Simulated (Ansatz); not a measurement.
**A Fermi-surface study of Na in space group P6_3/mmc**

```
Na
1.0
     3.76700    0.00000    0.00000
    -1.88350    3.26232    0.00000
     0.00000    0.00000    6.15400
Na
2
Direct
  0.33333 0.66667 0.25000
  0.66667 0.33333 0.75000
```

These are results of Ansatz, DFT PBE, scalar-relativistic, plane waves, PAW; levels and slopes on a dense k mesh at the converged density, not measurements. No spin polarisation. Mesh 30×30×16, interpolated with the band slopes. Unrelaxed database geometry.

Part 1: The sheets

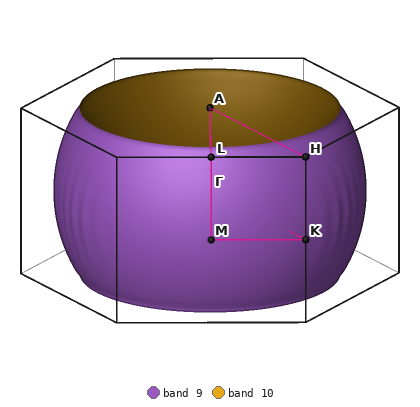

The figure shows the computed Fermi surface of this crystal. Each colour is one band. The brighter face of a sheet looks towards empty states.

Q: Describe the Fermi surface sheet by sheet.

A: Two bands cross the Fermi level; this is a three-dimensional metal.

Band 9: one open electron tube parallel to Γ–A.
Band 10: one electron pocket centred at A (25 % of the zone).
A pocket cut by a face of the zone is counted once with the part on the opposite face.

Q: How large are the density of states and the plasma frequency?

A: The density of states at the Fermi level is 0.95 states/eV per primitive cell. The intraband plasma frequency is 5.7 eV in all directions.

Part 2: Speeds

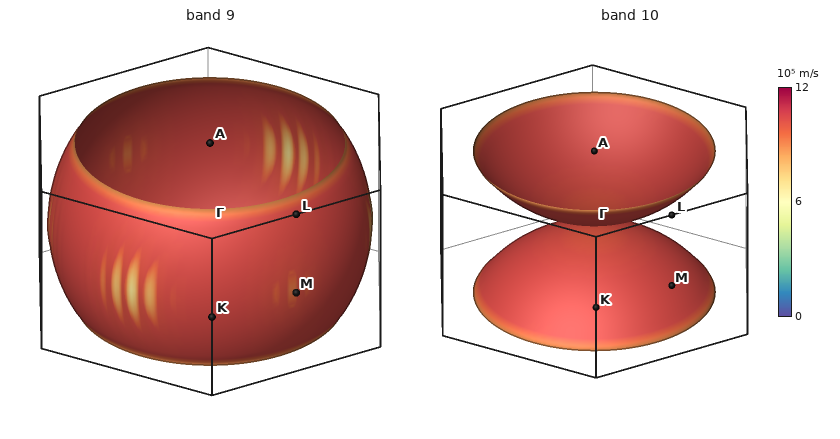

Fermi surface of this crystal, coloured by the Fermi speed.

Q: Give the range and mean of the Fermi speed for each band.

A: Band 9: 8.5 to 10 × 10⁵ m/s over most of the sheet, 10 × 10⁵ m/s on average over states. Band 10: 9.1 to 10 × 10⁵ m/s over most of the sheet, 10 × 10⁵ m/s on average over states.

Part 3: Cuts and bands

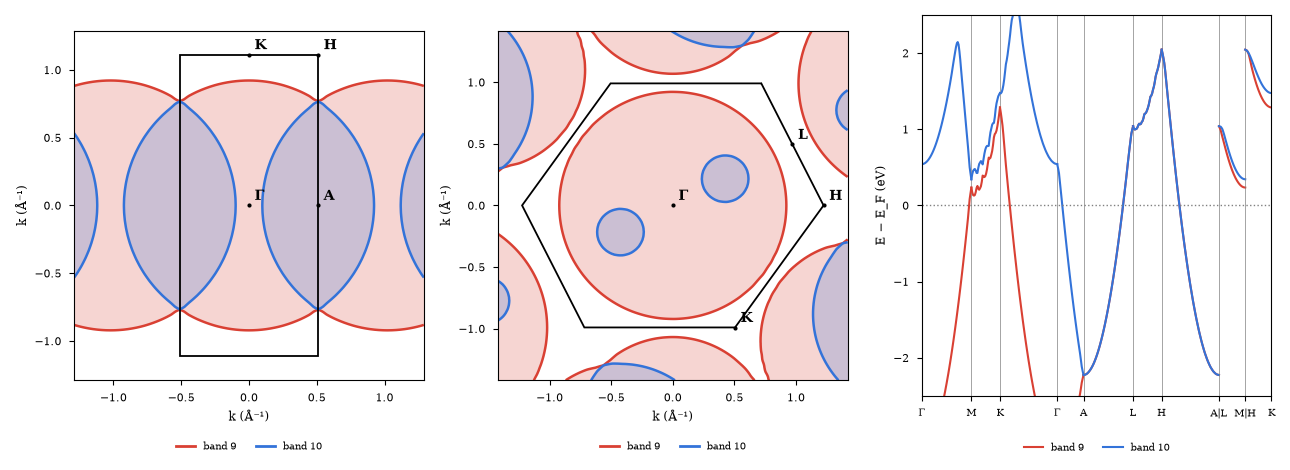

This crystal: cuts through the Fermi surface in the plane through Γ, A and K and the plane through Γ, H and L, filled states shaded, and the bands that cross the Fermi level.

Q: For each band, read its level at the labelled points (eV from the Fermi level).

A:
```tsv
band	Γ	A	K	H	M	L
band 9	below	−2.23	+1.29	+2.04	+0.23	+1.04
band 10	+0.54	−2.23	+1.48	+2.04	+0.34	+1.04
```

Negative values are filled states; "above" and "below" lie outside the plotted window.

Necks and pockets thinner than about two mesh steps aren't resolved, so separate pockets may in truth be joined.

Cost: 30 s on 1 thread of Arm Neoverse V2 (shared host), peak memory 0.66 GiB.
